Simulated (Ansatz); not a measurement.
Geometry relaxation, with input and output: Mg8S7 (charge +2) (part 3 of 3)

The same run, continued: Mg8S7 (defect cell, 15 atoms in the cell, total charge +2); DFT PBEsol, scalar-relativistic, plane waves, PAW, no spin polarisation (Ansatz 0.2.0); cutoff 420 eV, 4×4×4 k-mesh, Gaussian smearing of 0.05 eV. The structure derives from a Materials Project entry. It belongs to a series of runs on one base structure; here: S vacancy, atoms relaxed.

Trajectory as extended XYZ, continued:
```
15
Lattice="4.0288 0.0000 -6.4152 4.0288 0.0000 6.4152 -4.0288 -6.9781 0.0000" Properties=species:S:1:pos:R:3:forces:R:3 step=2 energy=-21518.31506
Mg    4.1874   -2.4106   -3.1665    0.6034  -0.4470   0.2983
Mg    3.8702   -2.4106    3.2487   -0.6034  -0.4470   0.2983
Mg    2.0144   -5.8177   -3.2112    0.0000   0.0849   0.2048
Mg    2.0144   -5.6323    3.2361    0.0000   0.7773   0.2891
Mg    2.0144   -1.1528   -0.0049    0.0000   0.0799  -0.0354
Mg    6.0432   -1.1532   -0.2187    0.0000   0.0799  -0.9280
Mg   -0.0032   -4.6674   -0.0419    0.0029  -0.0994  -0.0697
Mg    4.0320   -4.6674   -0.0419   -0.0029  -0.0994  -0.0697
S     2.0144   -1.1366    2.4233    0.0000   0.0138   0.0572
S     0.0309   -4.6555   -4.0068    0.0279   0.0405  -0.0152
S    -0.0309   -4.6555    2.4084   -0.0279   0.0405  -0.0152
S     4.0092   -2.3275   -0.7569    0.0070   0.1076  -0.0013
S     0.0196   -2.3275   -0.7569   -0.0070   0.1076  -0.0013
S     2.0144   -5.8105   -0.7525    0.0000  -0.1094   0.2235
S    -2.0144   -5.8365   -0.7880    0.0000  -0.1298  -0.2357
15
Lattice="4.0288 0.0000 -6.4152 4.0288 0.0000 6.4152 -4.0288 -6.9781 0.0000" Properties=species:S:1:pos:R:3:forces:R:3 step=3 energy=-21518.65302
Mg    4.2997   -2.4933   -3.1111   -0.0237  -0.0948   0.0250
Mg    3.7579   -2.4933    3.3041    0.0237  -0.0948   0.0250
Mg    2.0144   -5.8023   -3.1636    0.0000   0.0932   0.1571
Mg    2.0144   -5.4809    3.2749    0.0000   0.0772  -0.0292
Mg    2.0144   -1.1396   -0.0031    0.0000   0.0137  -0.0525
Mg    6.0432   -1.1483   -0.4141    0.0000   0.0042  -0.3046
Mg   -0.0116   -4.6783   -0.0512   -0.0294  -0.0136   0.0200
Mg    4.0404   -4.6783   -0.0512    0.0294  -0.0136   0.0200
S     2.0144   -1.1200    2.4370    0.0000  -0.0148   0.1086
S     0.0491   -4.6623   -4.0187   -0.0249   0.0088  -0.0161
S    -0.0491   -4.6623    2.3965    0.0249   0.0088  -0.0161
S     3.9964   -2.3306   -0.7497    0.0387   0.0000   0.0114
S     0.0324   -2.3306   -0.7497   -0.0387   0.0000   0.0114
S     2.0144   -5.7985   -0.7249    0.0000   0.0163   0.0531
S    -2.0144   -5.8429   -0.8049    0.0000   0.0097  -0.0134
15
Lattice="4.0288 0.0000 -6.4152 4.0288 0.0000 6.4152 -4.0288 -6.9781 0.0000" Properties=species:S:1:pos:R:3:forces:R:3 step=4 energy=-21518.69085
Mg    4.2928   -2.5346   -3.1162   -0.0180   0.0326  -0.0397
Mg    3.7648   -2.5346    3.2989    0.0180   0.0326  -0.0397
Mg    2.0144   -5.7538   -3.0623    0.0000  -0.1206  -0.0094
Mg    2.0144   -5.4822    3.2300    0.0000  -0.0451  -0.0641
Mg    2.0144   -1.1306    0.0050    0.0000  -0.0415   0.1191
Mg    6.0432   -1.1219   -0.5264    0.0000  -0.0341  -0.2114
Mg   -0.0489   -4.6728   -0.0478   -0.0569   0.0632  -0.0351
Mg    4.0777   -4.6728   -0.0478    0.0569   0.0632  -0.0351
S     2.0144   -1.1171    2.5034    0.0000   0.1019  -0.0301
S     0.0613   -4.6905   -4.0343    0.0546   0.0330   0.0939
S    -0.0613   -4.6905    2.3809   -0.0546   0.0330   0.0939
S     3.9994   -2.3260   -0.7654   -0.0541  -0.0244   0.1074
S     0.0294   -2.3260   -0.7654    0.0541  -0.0244   0.1074
S     2.0144   -5.7555   -0.6284    0.0000  -0.0634  -0.0969
S    -2.0144   -5.8526   -0.8539    0.0000  -0.0059   0.0401
15
Lattice="4.0288 0.0000 -6.4152 4.0288 0.0000 6.4152 -4.0288 -6.9781 0.0000" Properties=species:S:1:pos:R:3:forces:R:3 step=5 energy=-21518.72207
Mg    4.2387   -2.5297   -3.1137   -0.0146   0.0106   0.0550
Mg    3.8189   -2.5297    3.3015    0.0146   0.0106   0.0550
Mg    2.0144   -5.7498   -3.0758    0.0000   0.0265   0.0742
Mg    2.0144   -5.4819    3.2221    0.0000  -0.0236  -0.0036
Mg    2.0144   -1.1270    0.0929    0.0000  -0.0097  -0.0679
Mg    6.0432   -1.1313   -0.6876    0.0000  -0.0082  -0.0729
Mg   -0.0534   -4.6713   -0.0579   -0.0080   0.0051  -0.0211
Mg    4.0822   -4.6713   -0.0579    0.0080   0.0051  -0.0211
S     2.0144   -1.1212    2.5895    0.0000  -0.0087  -0.0396
S     0.0664   -4.6833   -4.0332    0.0039   0.0011   0.0086
S    -0.0664   -4.6833    2.3819   -0.0039   0.0011   0.0086
S     3.9749   -2.3245   -0.7459   -0.0175  -0.0033   0.0143
S     0.0538   -2.3245   -0.7459    0.0175  -0.0033   0.0143
S     2.0144   -5.7616   -0.6474    0.0000  -0.0004  -0.0261
S    -2.0144   -5.8709   -0.8524    0.0000  -0.0036   0.0236
15
Lattice="4.0288 0.0000 -6.4152 4.0288 0.0000 6.4152 -4.0288 -6.9781 0.0000" Properties=species:S:1:pos:R:3:forces:R:3 step=6 energy=-21518.72571
Mg    4.2332   -2.5276   -3.1065   -0.0106  -0.0112   0.0065
Mg    3.8244   -2.5276    3.3087    0.0106  -0.0112   0.0065
Mg    2.0144   -5.7420   -3.0592    0.0000   0.0297   0.0027
Mg    2.0144   -5.4914    3.2160    0.0000   0.0067  -0.0118
Mg    2.0144   -1.1269    0.0873    0.0000   0.0002  -0.0307
Mg    6.0432   -1.1317   -0.7415    0.0000   0.0091   0.0029
Mg   -0.0573   -4.6723   -0.0555   -0.0022  -0.0022  -0.0029
Mg    4.0861   -4.6723   -0.0555    0.0022  -0.0022  -0.0029
S     2.0144   -1.1196    2.5924    0.0000  -0.0024   0.0258
S     0.0679   -4.6816   -4.0282    0.0042  -0.0026  -0.0020
S    -0.0679   -4.6816    2.3870   -0.0042  -0.0026  -0.0020
S     3.9736   -2.3268   -0.7406   -0.0005   0.0086  -0.0001
S     0.0552   -2.3268   -0.7406    0.0005   0.0086  -0.0001
S     2.0144   -5.7613   -0.6377    0.0000  -0.0194  -0.0085
S    -2.0144   -5.8720   -0.8557    0.0000  -0.0093   0.0165
15
Lattice="4.0288 0.0000 -6.4152 4.0288 0.0000 6.4152 -4.0288 -6.9781 0.0000" Properties=species:S:1:pos:R:3:forces:R:3 step=7 energy=-21518.72598
Mg    4.2278   -2.5307   -3.1019   -0.0009   0.0046  -0.0006
Mg    3.8297   -2.5307    3.3132    0.0009   0.0046  -0.0006
Mg    2.0144   -5.7340   -3.0603    0.0000  -0.0066   0.0033
Mg    2.0144   -5.4894    3.2134    0.0000  -0.0044   0.0006
Mg    2.0144   -1.1277    0.0890    0.0000  -0.0059   0.0185
Mg    6.0432   -1.1293   -0.7576    0.0000  -0.0043  -0.0018
Mg   -0.0579   -4.6738   -0.0585    0.0017   0.0060  -0.0016
Mg    4.0867   -4.6738   -0.0585   -0.0017   0.0060  -0.0016
S     2.0144   -1.1216    2.6087    0.0000   0.0043  -0.0191
S     0.0680   -4.6811   -4.0315   -0.0020  -0.0033   0.0019
S    -0.0680   -4.6811    2.3837    0.0020  -0.0033   0.0019
S     3.9735   -2.3256   -0.7364    0.0000  -0.0058  -0.0004
S     0.0553   -2.3256   -0.7364    0.0000  -0.0058  -0.0004
S     2.0144   -5.7614   -0.6403    0.0000   0.0076   0.0033
S    -2.0144   -5.8756   -0.8564    0.0000   0.0063  -0.0034
```

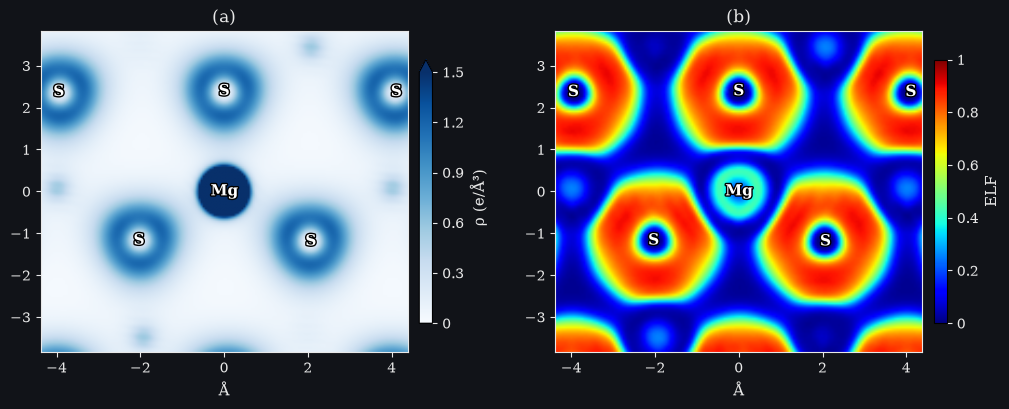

**Figure 1.** (a) valence charge density (pseudo); (b) electron localisation function on the (11̄0) plane of the calculation cell. The section cuts through Mg and S sites. Mg–S (2.35 Å): the density is about 0.43 e/Å³ at the midpoint; the ELF is about 0.80 at the midpoint. Mg–S (2.39 Å): the density is about 0.4 e/Å³ at the midpoint; the ELF is about 0.80 at the midpoint. Away from the nuclei the density in this plane falls to 0.02 e/Å³ at its lowest. The fields are those of the smooth PAW valence density.

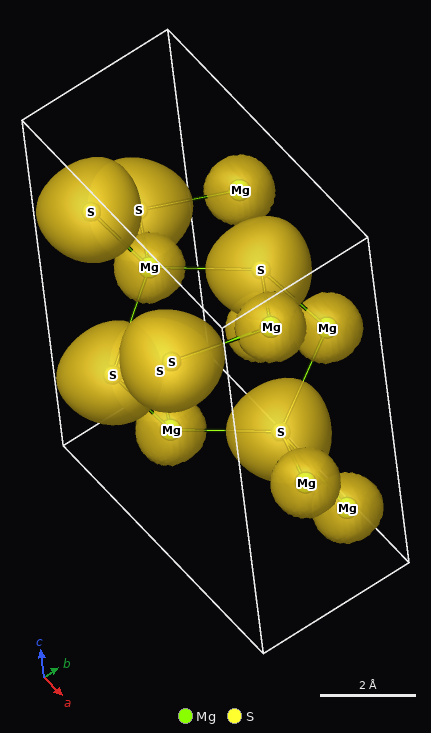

**Figure 2.** Isosurface of the valence charge density (pseudo) at 0.4 e/Å³ (yellow), seen slightly off an axis. Sticks mark near contacts. The outline is the calculation cell. At this value the density breaks into separate islands; it holds about 75 % of the electrons treated as valence (semicore included). It is pinched off along the Mg–S (2.35 Å), Mg–S (2.39 Å), Mg–S (2.43 Å) and Mg–S (2.48 Å) contacts. On the grid the lowest density along these lines, outside the cores, is 0.33 e/Å³ (Mg–S, 2.35 Å), 0.3 e/Å³ (Mg–S, 2.39 Å), 0.27 e/Å³ (Mg–S, 2.43 Å) and 0.23 e/Å³ (Mg–S, 2.48 Å).

This output came from the following input.

Input file:
```yaml
crystal:
  lattice:
    - [4.0287906947, 0.0, -6.4151922106]
    - [4.0287906947, 0.0, 6.4151922106]
    - [-4.0287906947, -6.9780701763, 0.0]
  atoms:
    - { symbol: Mg, position: [0.9185351731, 0.4147981602, 0.3333333333] }
    - { symbol: Mg, position: [0.4185351731, 0.9147981602, 0.3333333333] }
    - { symbol: Mg, position: [0.9185351731, 0.4147981602, 0.8333333333] }
    - { symbol: Mg, position: [0.4185351731, 0.9147981602, 0.8333333333] }
    - { symbol: Mg, position: [0.3352018398, 0.3314648269, 0.1666666667] }
    - { symbol: Mg, position: [0.8352018398, 0.8314648269, 0.1666666667] }
    - { symbol: Mg, position: [0.3352018398, 0.3314648269, 0.6666666667] }
    - { symbol: Mg, position: [0.8352018398, 0.8314648269, 0.6666666667] }
    - { symbol: S, position: [0.1439653269, 0.5227013398, 0.1666666667] }
    - { symbol: S, position: [0.6439653269, 0.0227013398, 0.6666666667] }
    - { symbol: S, position: [0.1439653269, 0.5227013398, 0.6666666667] }
    - { symbol: S, position: [0.7272986602, 0.6060346731, 0.3333333333] }
    - { symbol: S, position: [0.2272986602, 0.1060346731, 0.3333333333] }
    - { symbol: S, position: [0.7272986602, 0.6060346731, 0.8333333333] }
    - { symbol: S, position: [0.2272986602, 0.1060346731, 0.8333333333] }
total_charge: 2
basis:
  ecutwfc: 420
kpoints:
  mp_grid: { grid: [4, 4, 4] }
hamiltonian:
  xc: pbesol
scf:
  occupations: { method: gaussian, width: 0.05 }
output:
  forces: true
  stress: true
  eigenvalues: true
  write_density: true
  write_potential: true
  elf: true
  volumetric_format: npy
relax:
  adjacent_minimum: "off"
  f_tol: 0.02
  max_steps: 50
```

Launch command:
```bash
ansatz run input.yaml --threads 4 --pin off --max-ram 9216MiB --backend cpu --events-out ev --progress --plain --runs-dir out
```

Summary:

| quantity | value |
| --- | --- |
| outcome | converged |
| electrons treated | 120 |
| free energy | −21518.7260 eV |
| Fermi energy | 3.801 eV |
| gap on the k-point mesh | 2.36 eV |
| pressure | 2.96 GPa |
| final volume | 360.70 Å³ |
| largest force (length of the vector) at the end | 0.020 eV/Å |
| hardware | 4 threads of Arm Neoverse V1, 24 GiB of memory available, shared host |
| wall time | 2.1 min (CPU time 8.4 min) |
| peak memory | 1.1 GiB |

Remarks:

The program warns: the SCF threshold is looser than advised for the printed stress.
